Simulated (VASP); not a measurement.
# KHgClF2 with PBE: from relaxation to properties, part 2 of 5

Wanted: the relaxed cell of KHgClF2 and its properties. The cell is invented: it takes the structure of COD entry 1527535, KHgF3 (space group 65 there), with some of its atoms replaced by other elements, volume scaled by an estimate. It may not be a known or stable phase.

VASP 6.6.1; PBE; plane waves and PAW (Hg, K_sv, Cl, F); invented cell.

So far, gap on the k-mesh (eV): step 2 (rough relaxation of the start cell) 0.242. The relaxed cell has a, b, c = 6.546, 6.576, 5.224 Å (conventional setting).

## 3. Full relaxation (PBE)

Properties are meant for the cell that this level of theory prefers, so cell and atoms are relaxed first (ISIF = 3) until forces and stress are small; EDIFFG sets the threshold.

INCAR

```
SYSTEM = KHgClF2
PREC = Accurate
ENCUT = 520
EDIFF = 1E-06
NELM = 100
ISMEAR = 0
SIGMA = 0.05
LREAL = .FALSE.
ALGO = Normal
GGA = PE
NBANDS = 27
LORBIT = 11
LWAVE = .FALSE.
LCHARG = .FALSE.
KPAR = 2
IBRION = 2
NSW = 60
ISIF = 3
EDIFFG = -0.01
```

POSCAR

```
KHgClF2
1.0
    3.2727616631     -3.2879682988      0.0000000000
    3.2727616631      3.2879682988      0.0000000000
    0.0000000000      0.0000000000      5.2241414815
Hg K Cl F
1 1 1 2
Direct
    0.5000000000      0.5000000000      0.0000000000
    0.0000000000      0.0000000000      0.5000000000
    0.5000000000      0.5000000000      0.5000000000
    0.5000000000      0.0000000000      0.0000000000
    0.0000000000      0.5000000000      0.0000000000
```

KPOINTS

```
Automatic mesh
0
Gamma
4 4 4
0 0 0
```

Potentials, in the order of the species: Hg, K_sv, Cl and F (PBE family, release 64).

Run with:

```sh
mpirun -np 2 vasp_std
```

The log of the run:

```text
[... set-up lines as in an earlier step ...]
 entering main loop
       N       E                     dE             d eps       ncg     rms          rms(c)
DAV:   1     0.344985445016E+03    0.34499E+03   -0.21502E+04  1134   0.144E+03
DAV:   2     0.703885003749E+01   -0.33795E+03   -0.33046E+03  1353   0.369E+02
DAV:   3    -0.166776848048E+02   -0.23717E+02   -0.23624E+02  1603   0.985E+01
DAV:   4    -0.173991873267E+02   -0.72150E+00   -0.72070E+00  1737   0.114E+01
DAV:   5    -0.174092758441E+02   -0.10089E-01   -0.10087E-01  1589   0.118E+00    0.121E+01
DAV:   6    -0.149773027271E+02    0.24320E+01   -0.97959E+00  1463   0.294E+01    0.935E+00
DAV:   7    -0.149136867014E+02    0.63616E-01   -0.97367E-01  1264   0.693E+00    0.630E+00
DAV:   8    -0.148693627954E+02    0.44324E-01   -0.23785E-01  1371   0.366E+00    0.675E-01
DAV:   9    -0.148639606632E+02    0.54021E-02   -0.52557E-02  1414   0.169E+00    0.271E-01
DAV:  10    -0.148643532018E+02   -0.39254E-03   -0.54572E-03  1356   0.592E-01    0.146E-01
DAV:  11    -0.148645172568E+02   -0.16406E-03   -0.34685E-04  1459   0.141E-01    0.709E-02
DAV:  12    -0.148646972227E+02   -0.17997E-03   -0.20839E-04  1274   0.106E-01    0.250E-02
DAV:  13    -0.148647000920E+02   -0.28693E-05   -0.21202E-05  1569   0.428E-02    0.119E-02
DAV:  14    -0.148646999509E+02    0.14105E-06   -0.27632E-06  1363   0.109E-02
   1 F= -.14864700E+02 E0= -.14864699E+02  d E =-.148647E+02
 curvature:   0.00 expect dE= 0.000E+00 dE for cont linesearch  0.000E+00
 trial: gam= 0.00000 g(F)=  0.868E-59 g(S)=  0.415E-02 ort = 0.000E+00 (trialstep = 0.100E+01)
 search vector abs. value=  0.415E-02
 bond charge predicted
       N       E                     dE             d eps       ncg     rms          rms(c)
DAV:   1    -0.148968327453E+02   -0.32133E-01   -0.83548E-01  1149   0.725E+00    0.134E+00
DAV:   2    -0.148715437127E+02    0.25289E-01   -0.97135E-02  1333   0.229E+00    0.368E-01
DAV:   3    -0.148683833953E+02    0.31603E-02   -0.68318E-03  1429   0.887E-01    0.342E-01
DAV:   4    -0.148678010769E+02    0.58232E-03   -0.16421E-03  1647   0.258E-01    0.228E-01
DAV:   5    -0.148676960819E+02    0.10500E-03   -0.31243E-04  1933   0.117E-01    0.455E-02
DAV:   6    -0.148676747426E+02    0.21339E-04   -0.10930E-04  1966   0.104E-01    0.148E-02
DAV:   7    -0.148676735466E+02    0.11960E-05   -0.12869E-05  1442   0.237E-02    0.576E-03
DAV:   8    -0.148676731899E+02    0.35671E-06   -0.47805E-07   795   0.478E-03
   2 F= -.14867673E+02 E0= -.14867673E+02  d E =-.297324E-02
[...]
3 F= -.14868385E+02 E0= -.14868385E+02  d E =-.368524E-02
[...]
4 F= -.14869365E+02 E0= -.14869365E+02  d E =-.979810E-03
 trial-energy change:   -0.000980  1 .order   -0.000979   -0.001401   -0.000556
 step:   1.9634(harm=  1.9634)  dis= 0.00000  next Energy=   -14.869547 (dE=-0.116E-02)
 bond charge predicted
       N       E                     dE             d eps       ncg     rms          rms(c)
DAV:   1    -0.148722806980E+02   -0.29164E-02   -0.15947E-01  1134   0.292E+00    0.363E-01
DAV:   2    -0.148702734119E+02    0.20073E-02   -0.38747E-03  1337   0.478E-01    0.171E-01
DAV:   3    -0.148696078503E+02    0.66556E-03   -0.97186E-04  1326   0.234E-01    0.879E-02
DAV:   4    -0.148695424509E+02    0.65399E-04   -0.15994E-04  1581   0.875E-02    0.345E-02
DAV:   5    -0.148695427071E+02   -0.25616E-06   -0.17353E-05  1489   0.261E-02    0.121E-02
DAV:   6    -0.148695435922E+02   -0.88513E-06   -0.15818E-06  1120   0.884E-03
   5 F= -.14869544E+02 E0= -.14869544E+02  d E =-.115840E-02
 curvature:  -1.35 expect dE=-0.279E-04 dE for cont linesearch -0.253E-07
 trial: gam=-0.04673 g(F)=  0.788E-60 g(S)=  0.208E-04 ort =-0.552E-05 (trialstep = 0.134E+01)
 search vector abs. value=  0.248E-04
 reached required accuracy - stopping structural energy minimisation
```

It took 62 s on 2 MPI ranks of AMD EPYC 9R45, shared host; peak memory 0.5 GiB.

Parts of OUTCAR (step 3):

```text
  LATTYP: Found a base centered orthorhombic cell.
 ALAT       =     6.5455233262
 B/A-ratio  =     1.0046464232
 C/A-ratio  =     0.7981243395

The static configuration has the point symmetry D_2h.

 Found     21 irreducible k-points:

   dimension x,y,z NGX =    36 NGY =   36 NGZ =   40
   dimension x,y,z NGXF=    72 NGYF=   72 NGZF=   80

   ENCUT  =  520.0 eV  38.22 Ry    6.18 a.u.   8.63  8.63  9.71*2*pi/ulx,y,z

   NELECT =      42.0000    total number of electrons

 E-fermi :  -0.7421

 k-point     1 :       0.0000    0.0000    0.0000
  band No.  band energies     occupation
    ...
     17      -2.7942      2.00000
     18      -2.7900      2.00000
     19      -2.6372      2.00000
     20      -2.6368      2.00000
     21      -2.6077      2.00000
     22      -0.5865      0.00001
     23       4.5754      0.00000
     24       5.4879      0.00000
     25       6.9923      0.00000
     26       7.4384      0.00000
    ...

 k-point     2 :       0.2500    0.0000    0.0000
  band No.  band energies     occupation
    ...
     17      -2.8031      2.00000
     18      -2.7864      2.00000
     19      -2.7116      2.00000
     20      -2.6425      2.00000
     21      -2.6055      2.00000
     22       0.5864      0.00000
     23       5.1902      0.00000
     24       6.0342      0.00000
     25       7.0517      0.00000
     26       7.8108      0.00000
    ...

  Total       -0.0059131     -0.0283082     -0.0362538      0.0000000      0.0000000      0.0000000
  in kB       -0.0833253     -0.3989089     -0.5108755      0.0000000      0.0000000      0.0000000
  external PRESSURE =      -0.3310366 kB  Pullay stress =       0.0000000 kB

  energy-cutoff  :      520.00
  volume of cell :      113.70
      direct lattice vectors                 reciprocal lattice vectors
     3.269321925 -3.273620950  0.000000000     0.152936912 -0.152736070  0.000000000
     3.269321925  3.273620950  0.000000000     0.152936912  0.152736070  0.000000000
     0.000000000  0.000000000  5.311690450     0.000000000  0.000000000  0.188263983

 POSITION                                       TOTAL-FORCE (eV/Angst)
 -----------------------------------------------------------------------------------
      3.26932      0.00000      0.00000         0.000000      0.000000      0.000000
      0.00000     -0.00000      2.65585         0.000000      0.000000      0.000000
      3.26932      0.00000      2.65585         0.000000     -0.000000      0.000000
      1.63466     -1.63681      0.00000        -0.000000     -0.000000      0.000000
      1.63466      1.63681      0.00000         0.000000      0.000000      0.000000
 -----------------------------------------------------------------------------------
    total drift:                                0.000000      0.000000     -0.000000

  FREE ENERGIE OF THE ION-ELECTRON SYSTEM (eV)
  ---------------------------------------------------
  free  energy   TOTEN  =       -14.8695435922 eV

  energy  without entropy=      -14.8695435354  energy(sigma->0) =      -14.86954356

 total charge
# of ion       s       p       d       tot
------------------------------------------
    1        0.459   0.253   9.534  10.247
    2        1.950   5.575   0.012   7.537
    3        1.598   3.525   0.000   5.122
    4        1.740   4.291   0.000   6.031
    5        1.740   4.291   0.000   6.031
--------------------------------------------------
tot          7.487  17.935   9.546  34.968

[... 3 parts as in an earlier step ...]

[... 7 further parts left out ...]
```

Relaxation path:

| step | energy less that of the first step (eV) | largest force (eV/Å) | pressure (GPa) | volume (Å³) |
| --- | --- | --- | --- | --- |
| 1 | 0.0000 | 0.0000 | 0.38 | 112.43 |
| 2 | -0.0030 | 0.0000 | 0.06 | 113.31 |
| 3 | -0.0037 | 0.0000 | -0.22 | 114.12 |
| 4 | -0.0047 | 0.0000 | -0.11 | 113.86 |
| 5 | -0.0048 | 0.0000 | -0.03 | 113.70 |

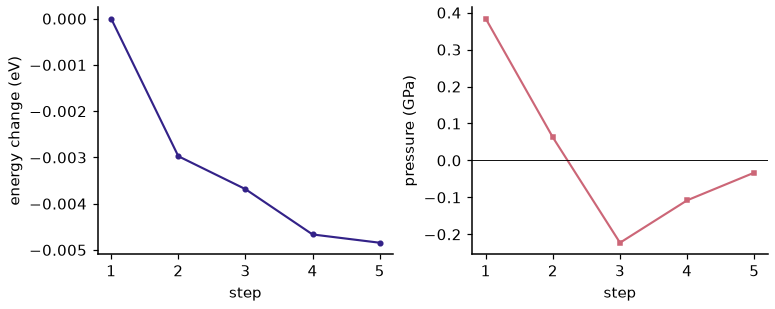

Energy and pressure along the relaxation.

| conventional cell, symmetrised | before | after | change |
| --- | --- | --- | --- |
| a (Å) | 6.546 | 6.539 | -0.1 % |
| b (Å) | 6.576 | 6.547 | -0.4 % |
| c (Å) | 5.224 | 5.312 | +1.7 % |
| volume (Å³/atom) | 22.49 | 22.74 | +1.1 % |

Final coordinates:

```xyz
5
Lattice="3.2693 -3.2736 0.0000 3.2693 3.2736 0.0000 0.0000 0.0000 5.3117" Properties=species:S:1:pos:R:3 pbc="T T T"
Hg    3.2693    0.0000    0.0000
K     0.0000    0.0000    2.6558
Cl    3.2693    0.0000    2.6558
F     1.6347   -1.6368    0.0000
F     1.6347    1.6368    0.0000
```

Numbers from this step:

| Property | Result |
| --- | --- |
| free energy (TOTEN) | -14.87 eV |
| Fermi energy | -0.7421 eV |
| pressure | -0.03310 GPa |
| SCF cycles over all ionic steps | 43 |
| gap on the k-mesh | 0.3161 eV |
| least direct gap on the k-mesh | 2.021 eV |

It ends with forces that vanish by symmetry and a pressure of -0.03 GPa.

## 4. Second relaxation

A relaxation keeps the plane waves of the cell it began with, so it is repeated from the new cell, on a basis made for it.

INCAR is that of step 3.

POSCAR: that of step 3 with these lines changed.

```diff
@@ -2,5 +2,5 @@
 1.0
-    3.2727616631     -3.2879682988      0.0000000000
-    3.2727616631      3.2879682988      0.0000000000
-    0.0000000000      0.0000000000      5.2241414815
+    3.2693219246     -3.2736209496      0.0000000000
+    3.2693219246      3.2736209496      0.0000000000
+    0.0000000000      0.0000000000      5.3116904502
 Hg K Cl F
```

KPOINTS is that of step 3.

Run with:

```sh
mpirun -np 2 vasp_std
```

The log of the run:

```text
[... set-up lines as in an earlier step ...]
 entering main loop
       N       E                     dE             d eps       ncg     rms          rms(c)
DAV:   1     0.349974808379E+03    0.34997E+03   -0.21197E+04  1134   0.143E+03
DAV:   2     0.713170396240E+01   -0.34284E+03   -0.33432E+03  1376   0.373E+02
DAV:   3    -0.164003294355E+02   -0.23532E+02   -0.23450E+02  1475   0.989E+01
DAV:   4    -0.173816154830E+02   -0.98129E+00   -0.97910E+00  1825   0.127E+01
DAV:   5    -0.173939562951E+02   -0.12341E-01   -0.12339E-01  1502   0.131E+00    0.119E+01
DAV:   6    -0.149889759646E+02    0.24050E+01   -0.97189E+00  1488   0.291E+01    0.915E+00
DAV:   7    -0.149191492292E+02    0.69827E-01   -0.92827E-01  1233   0.688E+00    0.616E+00
DAV:   8    -0.148744331394E+02    0.44716E-01   -0.22027E-01  1410   0.355E+00    0.617E-01
DAV:   9    -0.148704583965E+02    0.39747E-02   -0.45379E-02  1428   0.156E+00    0.266E-01
DAV:  10    -0.148707944833E+02   -0.33609E-03   -0.44768E-03  1338   0.521E-01    0.152E-01
DAV:  11    -0.148709899462E+02   -0.19546E-03   -0.34553E-04  1444   0.135E-01    0.717E-02
DAV:  12    -0.148711748611E+02   -0.18491E-03   -0.21435E-04  1288   0.109E-01    0.284E-02
DAV:  13    -0.148711769275E+02   -0.20664E-05   -0.19406E-05  1545   0.378E-02    0.118E-02
DAV:  14    -0.148711768074E+02    0.12009E-06   -0.25223E-06  1278   0.101E-02
   1 F= -.14871177E+02 E0= -.14871177E+02  d E =-.148712E+02
 curvature:   0.00 expect dE= 0.000E+00 dE for cont linesearch  0.000E+00
 trial: gam= 0.00000 g(F)=  0.144E-58 g(S)=  0.464E-05 ort = 0.000E+00 (trialstep = 0.100E+01)
 search vector abs. value=  0.464E-05
 reached required accuracy - stopping structural energy minimisation
```

Wall time 20 s (2 MPI ranks); peak memory 0.47 GiB; 39 s of CPU time.

Parts of OUTCAR (step 4):

```text
  LATTYP: Found a base centered orthorhombic cell.
 ALAT       =     6.5386438492
 B/A-ratio  =     1.0013149592
 C/A-ratio  =     0.8123535358

The static configuration has the point symmetry D_2h.

 Found     21 irreducible k-points:

   ENCUT  =  520.0 eV  38.22 Ry    6.18 a.u.   8.60  8.60  9.88*2*pi/ulx,y,z

   NELECT =      42.0000    total number of electrons

 E-fermi :  -0.7425

 k-point     1 :       0.0000    0.0000    0.0000
  band No.  band energies     occupation
    ...
     17      -2.7947      2.00000
     18      -2.7905      2.00000
     19      -2.6374      2.00000
     20      -2.6370      2.00000
     21      -2.6083      2.00000
     22      -0.5869      0.00001
     23       4.5753      0.00000
     24       5.4878      0.00000
     25       6.9926      0.00000
     26       7.4390      0.00000
    ...

 k-point     2 :       0.2500    0.0000    0.0000
  band No.  band energies     occupation
    ...
     17      -2.8034      2.00000
     18      -2.7870      2.00000
     19      -2.7118      2.00000
     20      -2.6429      2.00000
     21      -2.6062      2.00000
     22       0.5860      0.00000
     23       5.1901      0.00000
     24       6.0340      0.00000
     25       7.0519      0.00000
     26       7.8112      0.00000
    ...

  Total        0.0041124     -0.0215380     -0.0001713     -0.0000000      0.0000000      0.0000000
  in kB        0.0579505     -0.3035064     -0.0024135     -0.0000000      0.0000000      0.0000000
  external PRESSURE =      -0.0826564 kB  Pullay stress =       0.0000000 kB

 POSITION                                       TOTAL-FORCE (eV/Angst)
 -----------------------------------------------------------------------------------
      3.26932      0.00000      0.00000         0.000000     -0.000000      0.000000
      0.00000      0.00000      2.65585        -0.000000     -0.000000      0.000000
      3.26932      0.00000      2.65585         0.000000      0.000000      0.000000
      1.63466     -1.63681      0.00000        -0.000000     -0.000000      0.000000
      1.63466      1.63681      0.00000        -0.000000     -0.000000      0.000000
 -----------------------------------------------------------------------------------
    total drift:                                0.000000      0.000000     -0.000000

  FREE ENERGIE OF THE ION-ELECTRON SYSTEM (eV)
  ---------------------------------------------------
  free  energy   TOTEN  =       -14.8711768074 eV

  energy  without entropy=      -14.8711767509  energy(sigma->0) =      -14.87117678

 total charge
# of ion       s       p       d       tot
------------------------------------------
    1        0.459   0.253   9.534  10.247
    2        1.950   5.575   0.012   7.538
    3        1.598   3.525   0.000   5.122
    4        1.739   4.291   0.000   6.030
    5        1.739   4.291   0.000   6.030
--------------------------------------------------
tot          7.486  17.935   9.546  34.968

[... 6 parts as in an earlier step ...]

[... 6 further parts left out ...]
```

Little changed from the start: no atom moved by 0.005 Å and no cell edge by 0.1 %.

Numbers from this step:

```
Fermi energy                    : -0.7425 eV
pressure                        : -0.008266 GPa
SCF cycles over all ionic steps : 14
gap on the k-mesh               : 0.3162 eV
```

It ends with forces that vanish by symmetry and a pressure of -0.01 GPa. The volume moved by under 0.01 %: the run met its threshold at the first step.

(Part 2 of 5 ends here.)

[Lines on the potential files, build, host, timing and source positions are cut from VASP's logs without a mark.]

[Logs are printed without paths, hosts, clocks, repeated set-up lines and the standing remarks that a program may print on its own settings, such as how far it seeks lower states.]

[Hosts, paths, dates, database ids (printed as entryN), source tags and the programs' standing remarks are cut or masked in the printed files.]

[A measured line is paired with the nearest computed mode of its activity, which favours agreement.]
